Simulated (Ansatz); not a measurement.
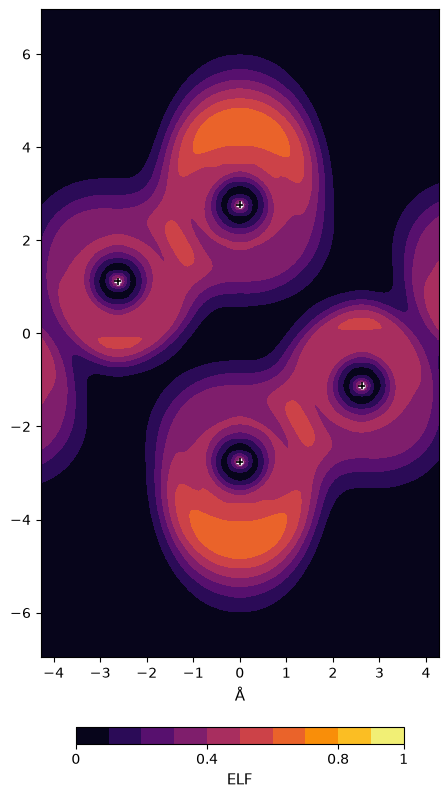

The electron localisation function on a plane through atoms (crosses mark nuclei in the plane).

Computed with DFT PBE+D3(BJ), scalar-relativistic, plane waves, PAW in Ansatz 0.2.0.

Candidates:
A. Bi (slab), a = 4.53 Å, b = 4.53 Å, c = 20.52 Å, α = 90.00°, β = 90.00°, γ = 120.00°. 
B. Al (slab), a = 3.98 Å, b = 3.98 Å, c = 22.97 Å, α = 90.00°, β = 90.00°, γ = 90.00°. 
C. HPt₁₆ (slab), a = 5.56 Å, b = 5.56 Å, c = 25.80 Å, α = 90.00°, β = 90.00°, γ = 120.00°. Computed without spin polarisation.

**Which system is this?**

Candidate A: Bi on the (110) plane of the calculation cell, a cut from vacuum to vacuum, which holds Bi. Bi–Bi (3.09 Å): the ELF reaches about 0.55 near the midpoint.
